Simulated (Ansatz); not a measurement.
Cs (Pm-3m, No. 221): the end point of a relaxation with Ansatz 0.2.0, DFT, r2SCAN, plane waves (500 eV) with PAW, scalar-relativistic; the starting structure was generated, so it need not be a known form of this composition.

```cif
data_structure
_symmetry_space_group_name_H-M 'Pm-3m'
_symmetry_Int_Tables_number 221
_cell_length_a 5.0256
_cell_length_b 5.0256
_cell_length_c 5.0256
_cell_angle_alpha 90.000
_cell_angle_beta 90.000
_cell_angle_gamma 90.000
_cell_volume 126.93
loop_
_atom_site_label
_atom_site_type_symbol
_atom_site_symmetry_multiplicity
_atom_site_Wyckoff_symbol
_atom_site_fract_x
_atom_site_fract_y
_atom_site_fract_z
_atom_site_occupancy
Cs1 Cs 1 a 0.00000 0.00000 0.00000 1
```

> What will an integrated-DPC-like image along [210] show? Simulated as the projected potential of neutral atoms (B = 0.5 Å²) blurred by a 1.06 Å probe, the thin-sample limit of integrated differential phase contrast. The display is stretched by a gamma of 0.65; percentages refer to the linear signal. Shot noise and the speckle of an amorphous layer were added.

The columns repeat on a rectangular net of 2.25 × 5.03 Å (plane group p2mm). All columns are alike (Cs). The shortest distance between visible columns is 2.25 Å in projection. Along the beam the structure repeats every 11.24 Å.

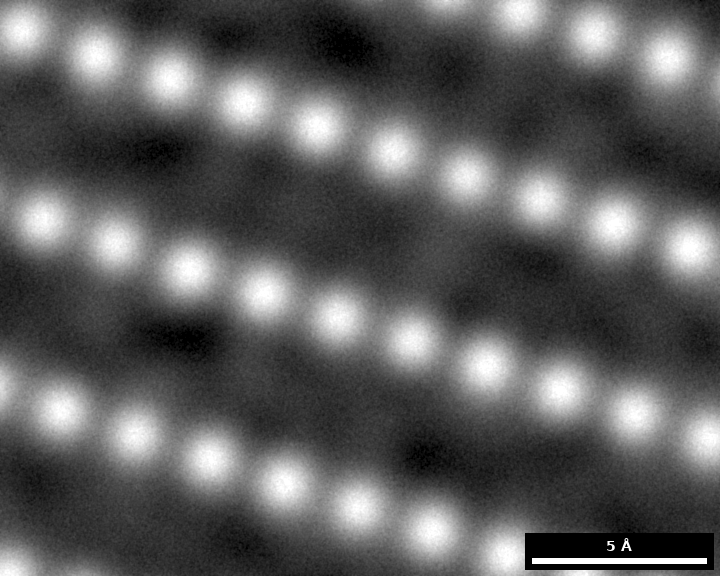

The simulated image.
